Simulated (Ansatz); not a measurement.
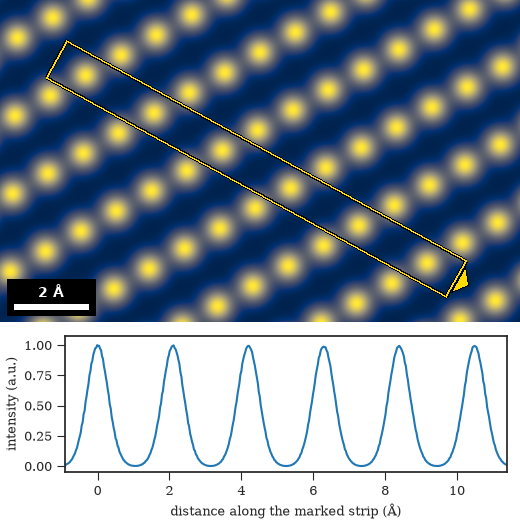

HAADF-like image of C (Fm-3m, No. 225) along [211]. The image is simulated as a sum over atoms of Z^1.7, blurred by a 0.69 Å probe (no channelling). The probe carries 25 % of its weight in a tail 2.5 times as wide. Atomic positions: coordinates from a relaxation with DFT, revPBE, plane waves (420 eV) with PAW, scalar-relativistic (Ansatz); the starting structure was generated, so it need not be a known form of this composition.

```
C
1.0
     3.09908    0.00000    0.00000
     0.00000    3.09908    0.00000
     0.00000    0.00000    3.09908
C
4
Direct
  0.00000 0.00000 0.00000
  0.00000 0.50000 0.50000
  0.50000 0.00000 0.50000
  0.50000 0.50000 0.00000
```

The curve is the intensity along the marked strip, in the direction of its arrowhead, with zero distance at the first column. Brightness is counted from the darkest point of the image.

List the columns that the line crosses, with their positions.

```csv
position (Å),atoms per repeat along the beam,height (% of the highest)
0.0,1 C,100
2.1,1 C,100
4.2,1 C,100
6.3,1 C,100
8.4,1 C,100
10.5,1 C,100
```
